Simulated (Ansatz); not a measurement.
PbSe: band-structure calculation (part 2 of 2)

PbSe (P6₃mc, 4 atoms in the cell); DFT, HSE06, plane waves, PAW, no spin polarisation (Ansatz 0.2.0); cutoff 420 eV, 6×6×4 k-mesh, fixed occupations. The structure was built on a prototype by a generator. The geometry comes from this level: r2SCAN (a point of a series of strains). It belongs to a series of runs on one base structure; here: uniaxial_z strain +1.5%.

Geometry of the input (Å; fractional positions):
```
5.1741  0.0000  0.0000
-2.5871  4.4809  0.0000
0.0000  0.0000  6.3080
Pb 0.3333  0.6667  -0.0760
Pb 0.6667  0.3333  0.4240
Se 0.3333  0.6667  0.4510
Se 0.6667  0.3333  0.9510
```

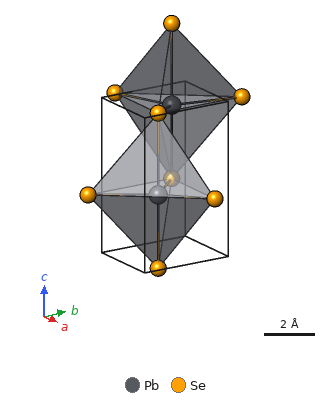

Figure 1. The structure (polyhedral view of the cell of the calculation, seen slightly off an axis; polyhedra are completed across the faces of the cell). An atom can appear more than once, as a periodic image.

What the program printed, continued
```
SCF iter   1: F=—  HF=-34763.094269 eV  |F-HF|=—  |Δ(HF+E_count)|=         —  Δρ=3.23e-5  dr2=1.38e-6  ethr=7.99e-7  ⟨swp⟩=2.8  Hψ=1638  notcnv=0
preconditioner: auto → none  [insulator: Δε(μ)=1.770 eV  Ē_g=15.650 eV  n_scr=22 (ndim 8)  ℏωp=19.4 eV  f_vac=0.188]
SCF iter   2: F=—  HF=-34763.094274 eV  |F-HF|=—  |Δ(HF+E_count)|=   5.43e-6  Δρ=2.41e-5  dr2=4.74e-7  ethr=1.21e-9  ⟨swp⟩=5.1  Hψ=3008  notcnv=0
SCF iter   3: F=—  HF=-34763.094274 eV  |F-HF|=—  |Δ(HF+E_count)|=   2.12e-8  Δρ=9.98e-6  dr2=4.95e-7  ethr=5.05e-10  ⟨swp⟩=2.3  Hψ=1627  notcnv=0
SCF iter   4: F=—  HF=-34763.094276 eV  |F-HF|=—  |Δ(HF+E_count)|=   1.56e-6  Δρ=1.21e-6  dr2=7.58e-9  ethr=7.35e-11  ⟨swp⟩=4.6  Hψ=2259  notcnv=0  defer=5
SCF iter   5: F=—  HF=-34763.094276 eV  |F-HF|=—  |Δ(HF+E_count)|=   2.96e-8  Δρ=3.44e-7  dr2=1.51e-9  ethr=5.43e-12  ⟨swp⟩=4.7  Hψ=2205  notcnv=0  defer=5
SCF iter   6: F=-34763.094276 eV  HF=-34763.094276 eV  |F-HF|=2.18e-11  |Δ(HF+E_count)|=   5.71e-9  Δρ=1.23e-7  dr2=4.72e-11  ethr=1.00e-12  ⟨swp⟩=4.8  Hψ=1771  notcnv=0
SCF 3 converged in 6 iterations: F = -34763.094276 eV  dr2 = 4.72e-11
  Residual-converged pass: ⟨swp⟩=3.0  Hψ=1747  notcnv=0  max |occ|·‖R‖ = 6.2e-7 eV (tolerance 6.3e-7 eV)  dr2=5.05e-11  dr2_onsite=7.95e-12  max |Δocc| = 0.0e0
hybrid outer 2: dexx = +6.122e-7 eV, tail = 2.37e-8 eV, Δε = 2.76e-3 eV (about 7.07e-5 eV left of the loop's levels), ΔF = 3.09e-3 eV/Å (tail 6.31e-4)
NSCF: frozen V_eff on 6 k-points
hybrid SCF converged: 2 outer / 13 inner (+3 warm-up), last move |dexx| = 6.12e-7 eV, tail = 2.37e-8 eV
Stability not checked: this state was not tested for a lower state beside it, because the functional holds exact exchange (a hybrid, or Hartree-Fock), whose exchange loop this test does not read (fock_operator; see scf.lower_state_search)
Free energy (F): -34763.094272 eV
Frozen-core exchange: fock
Harris-Foulkes:  -34763.094272 eV  (|F-HF|=2.18e-11)
Internal energy: -34763.094272 eV  (E = F + TS)
E sigma→0 (E₀):  -34763.094272 eV
Fermi energy:    5.716445 eV
--- Per-component energies (eV) ---
  E_band       = -1158.081565
  E_kinetic    = 807.562371
  E_local      = -8391.077241  (includes V_loc(G=0)·N_el)
  E_nonlocal   = -493.357023
  E_hartree    = 3875.139864
  E_xc         = -518.824528
  E_vxc        = -368.510714  (∫ρ·V_xc dr)
  E_exx        = -198.864957  (= α·E_x^exact, valence–valence)
  E_paw        = -24570.362349  (= ΣΔE_a)
  E_vpaw       = -65.248056  (= ΣTr[D̂ρ^β])
  E_aug_tail   = -0.001222  (compensation charges beyond the density's cutoff)
  E_ewald      = -5271.829051
  E_core_change = -1.480136  (= ΣΔE_core)
  E_smearing   = -0.000000  (= −TS)
  E_closure    = -0.000000  (closes the sum)
  Σ components = -34763.094272   (vs F -34763.094272, Δ=0.00e0)
--- Forces (eV/Å), atoms counted from 1 ---
  atom   1  Pb    -0.00000000    -0.00000000    -0.00821625
  atom   2  Pb    -0.00000000     0.00000000    -0.00821625
  atom   3  Se     0.00000000    -0.00000000     0.00825006
  atom   4  Se     0.00000000     0.00000000     0.00825006
  max |Σ_I F_I| component: 6.76e-5 eV/Å
--- Stress (GPa, compression-positive) ---
       -0.035241       0.000000       0.000000
       -0.000000      -0.035241      -0.000000
        0.000000      -0.000000      -0.843218
  P = ⅓ Tr σ = -0.3046 GPa (-3.046 kbar)
--- Band table (eV; the first three rows and the last of 21) ---
  k-point 0: bands = ["-45.0879", "-45.0879", "-45.0879", "-45.0879", "-45.0845", "-45.0845", "-45.0826", "-45.0826", "-45.0825", "-45.0825", "-12.8718", "-12.7883", "-12.7883", "-12.7879", "-12.7879", "-12.7775", "-12.7727", "-12.7727", "-12.7421", "-12.7421", "-8.5794", "-7.3147", "-2.0348", "-0.9079", "1.1184", "2.5557", "2.5557", "3.7870", "3.7870", "3.8826", "8.0484", "8.0484", "9.5466", "9.5466", "10.9677"]
  k-point 1: bands = ["-45.0879", "-45.0879", "-45.0879", "-45.0879", "-45.0845", "-45.0845", "-45.0826", "-45.0826", "-45.0825", "-45.0825", "-12.8536", "-12.7928", "-12.7928", "-12.7905", "-12.7905", "-12.7864", "-12.7638", "-12.7638", "-12.7442", "-12.7442", "-8.4314", "-7.5421", "-2.1388", "-1.3380", "2.1516", "2.7236", "2.7236", "3.5985", "3.5985", "4.6058", "8.0975", "8.0975", "9.0973", "9.1312", "9.1312"]
  k-point 2: bands = ["-45.0879", "-45.0879", "-45.0879", "-45.0879", "-45.0845", "-45.0845", "-45.0825", "-45.0825", "-45.0825", "-45.0825", "-12.8154", "-12.8154", "-12.7942", "-12.7942", "-12.7942", "-12.7942", "-12.7517", "-12.7517", "-12.7517", "-12.7517", "-8.0263", "-8.0263", "-1.9469", "-1.9469", "3.1492", "3.1492", "3.1492", "3.1492", "4.2354", "4.2354", "8.4581", "8.4581", "8.4581", "8.4581", "8.7060"]
  k-point 20: bands = ["-45.0879", "-45.0879", "-45.0878", "-45.0878", "-45.0845", "-45.0845", "-45.0826", "-45.0826", "-45.0825", "-45.0825", "-12.8136", "-12.8136", "-12.7918", "-12.7918", "-12.7790", "-12.7790", "-12.7575", "-12.7575", "-12.7572", "-12.7572", "-7.6058", "-7.6058", "-3.3252", "-3.3252", "2.0026", "2.0026", "4.2317", "4.2317", "5.7164", "5.7164", "7.4863", "7.4863", "8.7706", "8.7706", "10.6032"]
```

File bands.tsv
```
# k_distance	band_0	band_1	band_2	band_3	band_4	band_5	band_6	band_7	band_8	band_9	band_10	band_11	band_12	band_13	band_14	band_15	band_16	band_17	band_18	band_19	band_20	band_21	band_22	band_23	band_24	band_25	band_26	band_27	band_28	band_29	band_30	band_31	band_32	band_33	band_34
# fermi_ev = 5.716445
# lock_threshold_ev = 1e-6
# [0, 0, 0] at k_distance = 0.000000
# [0.5, 0, 0] at k_distance = 0.701101
# [0.3333333333, 0.3333333333, 0] at k_distance = 1.105882
# [0, 0, 0.5] at k_distance = 2.056370
# [0.5, 0, 0.5] at k_distance = 2.757471
# [0.3333333333, 0.3333333333, 0.5] at k_distance = 3.162252
# levels_relative_to = fermi_ev
# free_energy_ev = -34763.094272
# largest_residual_norms_ev = 3.096e-4 3.147e-4 2.487e-4 2.510e-4 1.890e-4 8.121e-5 7.199e-5 8.393e-5 5.799e-5 6.764e-5 1.752e-4 1.751e-4 1.565e-4 1.611e-4 2.053e-4 2.268e-4 1.550e-4 1.641e-4 1.941e-4 1.979e-4 2.401e-4 3.583e-4 5.286e-4 4.556e-4 5.378e-4 8.582e-4 9.335e-4 9.343e-4 1.059e-3 1.064e-3 1.085e-3 1.093e-3 1.164e-3 1.218e-3 7.547e-4
0.000000	-50.804315	-50.804315	-50.804303	-50.804303	-50.800977	-50.800936	-50.799019	-50.799019	-50.798945	-50.798945	-18.588284	-18.504725	-18.504725	-18.504299	-18.504299	-18.493934	-18.489130	-18.489130	-18.458536	-18.458536	-14.295832	-13.031156	-7.751200	-6.624331	-4.598026	-3.160751	-3.160751	-1.929451	-1.929451	-1.833828	2.331995	2.331995	3.830202	3.830202	5.251262
0.701101	-50.804312	-50.804287	-50.804282	-50.804273	-50.800961	-50.800944	-50.799009	-50.798991	-50.798990	-50.798957	-18.575717	-18.538552	-18.497044	-18.496782	-18.489442	-18.488901	-18.487322	-18.486330	-18.467435	-18.454779	-13.633713	-13.160587	-8.639817	-8.196742	-3.894297	-3.857534	-2.945573	-2.359156	-2.043301	-0.652018	3.287915	3.831593	4.648561	4.777149	5.881980
1.105882	-50.804300	-50.804300	-50.804277	-50.804259	-50.800950	-50.800950	-50.799000	-50.799000	-50.798995	-50.798957	-18.558147	-18.558147	-18.499040	-18.498776	-18.487033	-18.487033	-18.486012	-18.476638	-18.476638	-18.453269	-13.362988	-13.362988	-8.517903	-8.517903	-4.446312	-3.420133	-3.420133	-2.772164	-0.424211	-0.424211	3.100458	3.100458	4.488059	4.832399	5.462423
2.056370	-50.804309	-50.804309	-50.804309	-50.804309	-50.800936	-50.800936	-50.798990	-50.798990	-50.798990	-50.798990	-18.531853	-18.531853	-18.510620	-18.510620	-18.510620	-18.510620	-18.468097	-18.468097	-18.468097	-18.468097	-13.742779	-13.742779	-7.663388	-7.663388	-2.567243	-2.567243	-2.567243	-2.567243	-1.481095	-1.481095	2.741654	2.741654	2.741654	2.741654	2.989589
2.757471	-50.804300	-50.804300	-50.804279	-50.804279	-50.800929	-50.800929	-50.799000	-50.799000	-50.798993	-50.798993	-18.533204	-18.533204	-18.505964	-18.505964	-18.497485	-18.497485	-18.474530	-18.474530	-18.470957	-18.470957	-13.375203	-13.375203	-8.925559	-8.925559	-3.181234	-3.181234	-1.930857	-1.930857	-0.737199	-0.737199	1.949069	1.949069	3.640539	3.640539	4.976135
3.162252	-50.804300	-50.804300	-50.804268	-50.804268	-50.800928	-50.800928	-50.799008	-50.799008	-50.798986	-50.798986	-18.530085	-18.530085	-18.508206	-18.508206	-18.495434	-18.495434	-18.473936	-18.473936	-18.473656	-18.473656	-13.322288	-13.322288	-9.041668	-9.041668	-3.713878	-3.713878	-1.484757	-1.484757	0.000000	0.000000	1.769849	1.769849	3.054194	3.054194	4.886764
```

File v_z.tsv
```
# z_ang	v_es[eV]	v_tot[eV]
# format = ansatz-planar-average/11
# xc	hse06
# density_cutoff_ev	1680
# datasets	Pb=:simpson_from_first_knot:soft:fock:shift=0	Se=:simpson_from_first_knot:soft:fock:shift=0
# lattice	5.174144345	0.000000000	0.000000000
# lattice	-2.587072172	4.480940446	0.000000000
# lattice	0.000000000	0.000000000	6.307996588
# sites	4
# site	82	0.000000000	2.987293630	-0.479097526
# site	82	2.587072172	1.493646815	2.674900768
# site	34	0.000000000	2.987293630	2.844596246
# site	34	2.587072172	1.493646815	5.998594540
0.000000	8.243352e-1	-7.496633e0
0.140178	1.926703e0	-5.859249e0
0.280355	3.478321e0	-3.737118e0
0.420533	5.303200e0	-1.350050e0
0.560711	6.968256e0	8.706288e-1
0.700889	8.090658e0	2.504951e0
0.841066	8.730484e0	3.569095e0
0.981244	9.084441e0	4.111319e0
1.121422	9.211105e0	4.236365e0
1.261599	9.143003e0	4.202029e0
1.401777	8.878753e0	3.953838e0
1.541955	8.411312e0	3.283791e0
1.682132	7.569599e0	1.987686e0
1.822310	6.174208e0	2.617806e-2
1.962488	4.336343e0	-2.425088e0
2.102666	2.492859e0	-4.888713e0
2.242843	1.104376e0	-6.851189e0
2.383021	2.793867e-1	-8.168389e0
2.523199	-1.299182e-1	-8.948482e0
2.663376	-2.874131e-1	-9.320492e0
2.803554	-2.665647e-1	-9.327980e0
2.943732	-5.294871e-2	-8.952103e0
3.083909	4.396193e-1	-8.111272e0
3.224087	1.317554e0	-6.745716e0
3.364265	2.651204e0	-4.848901e0
3.504443	4.378643e0	-2.555595e0
3.644620	6.187693e0	-1.846356e-1
3.784798	7.603888e0	1.768903e0
3.924976	8.455001e0	3.100140e0
4.065153	8.938009e0	3.907039e0
4.205331	9.173437e0	4.206254e0
4.345509	9.201431e0	4.234550e0
4.485686	9.034415e0	4.117235e0
4.625864	8.676134e0	3.685659e0
4.766042	8.053242e0	2.721981e0
4.906220	6.942365e0	1.084391e0
5.046397	5.289668e0	-1.160295e0
5.186575	3.380757e0	-3.694124e0
5.326753	1.725753e0	-5.950474e0
5.466930	6.279293e-1	-7.586805e0
5.607108	3.473019e-2	-8.615477e0
5.747286	-2.333265e-1	-9.181340e0
5.887463	-2.981818e-1	-9.369048e0
6.027641	-1.880557e-1	-9.192644e0
6.167819	1.516682e-1	-8.594439e0
```

Key numbers

- outcome: converged
- space group (tolerance 0.01 Å): P6₃mc (186)
- electrons treated: 60
- free energy: −34763.0943 eV
- Fermi energy: 5.716 eV
- gap on the k-point mesh: 1.77 eV
- pressure: −0.30 GPa
- largest force (length of the vector): 0.008 eV/Å
- hardware: 4 threads of Intel Xeon @ 2.50GHz (Skylake/Cascade Lake), 189 GiB of memory available, shared host
- wall time: 7.4 min (CPU time 26 min)
- peak memory: 2.9 GiB

Remarks

Warnings of the run: the exchange loop's threshold is looser than advised for the stress; the SCF threshold is looser than advised for the printed stress. Spin–orbit coupling is left out, which matters for Pb.
